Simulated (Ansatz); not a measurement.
NbSi2

Input file:

```
crystal:
  lattice:
    - [4.8190015498, 0.0, 0.0]
    - [-2.4095007749, 4.173377763, 0.0]
    - [0.0, 0.0, 6.592]
  atoms:
    - { symbol: Nb, position: [0.5, 0.0, 0.5] }
    - { symbol: Nb, position: [0.5, 0.5, 0.8333333333] }
    - { symbol: Nb, position: [0.0, 0.5, 0.1666666667] }
    - { symbol: Si, position: [0.1599, 0.3198, 0.5] }
    - { symbol: Si, position: [0.8401, 0.1599, 0.8333333333] }
    - { symbol: Si, position: [0.6802, 0.8401, 0.1666666667] }
    - { symbol: Si, position: [0.8401, 0.6802, 0.5] }
    - { symbol: Si, position: [0.1599, 0.8401, 0.8333333333] }
    - { symbol: Si, position: [0.3198, 0.1599, 0.1666666667] }
kpoints:
  mp_grid: { grid: [7, 7, 5] }
scf:
  occupations: { method: fermi_dirac, width: 0.05 }
hamiltonian:
  xc: pbe
  pseudopotentials: { kind: paw }
output:
  forces: true
  stress: true
  populations: true
  efg: { quadrupole_moments_barn: { Nb: -0.32 }, contact_densities: true }
  write_density: true
  write_potential: true
  elf: true
  volumetric_format: npy
```

Run with:

```sh
ansatz run input.yaml --threads 1 --pin off --max-ram 3072MiB --backend cpu --events-out ev --progress --plain --runs-dir out
```

Below, planes, directions and counts refer to the conventional cell (a = 4.82 Å, b = 4.82 Å, c = 6.59 Å, α = 90.00°, β = 90.00°, γ = 120.00°).

Space group P6₂22; computed without spin polarisation.

Level of theory: Ansatz 0.2.0, DFT, PBE, plane-wave PAW, default files, scalar-relativistic.

In a PAW calculation such maps are meaningful between the atoms, not at the nuclei.

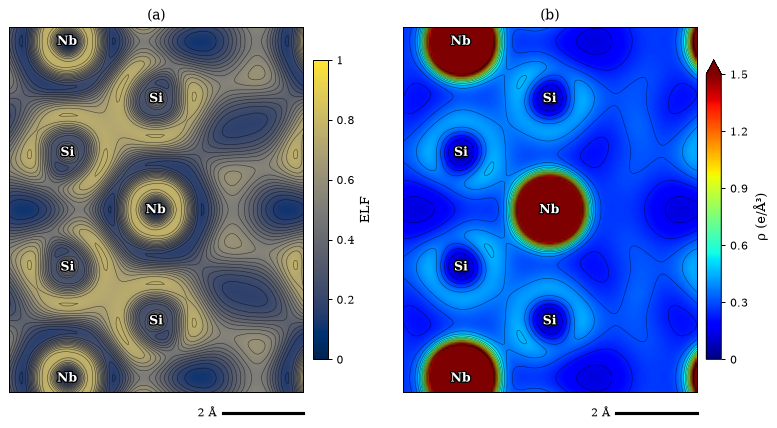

Figure 1. (a) electron localisation function; (b) valence charge density (pseudo) on the (110) plane of the conventional cell.

Question: Read the bonding off the picture.

Answer:
- The plane passes through Nb and Si nuclei.
- Si–Si (2.57 Å): ρ is about 0.37 e/Å³ halfway; the ELF peaks at about 0.75 between the atoms.
- Nb–Si (2.62 Å): ρ at the midpoint is about 0.38 e/Å³; the ELF peaks at about 0.75 in the valence shell of Si, 0.9 Å from its nucleus, and is about 0.40 at the midpoint.
- Nb–Si (2.75 Å): ρ at the midpoint is about 0.31 e/Å³; the ELF peaks at about 0.75 in the valence shell of Si, 0.9 Å from its nucleus, and is about 0.35 at the midpoint.
- Between the atoms the lowest density in this plane is 0.13 e/Å³.
- The features right at Nb lie inside the PAW spheres, where the map follows smoothed inner orbitals and isn't to be read closely.

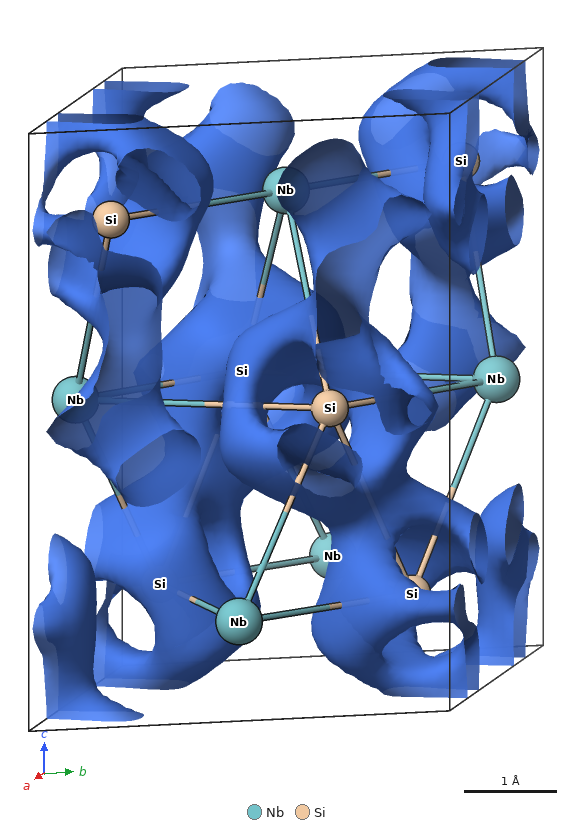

Figure 2. Isosurface of the ELF at 0.65 (blue), seen slightly off an axis. Only the valence region is drawn (cores and ρ < 0.01 e/Å³ removed). Sticks mark near contacts.

Question: Where are the electrons localised?

Answer: At this value the surface marks out channels that run through the cell in one direction, counted in one cell of 9 atoms. Regions shared between cells count once.

Question: Metal or insulator at this level of theory?

Answer: It is gapless in this calculation (a metal or semimetal).
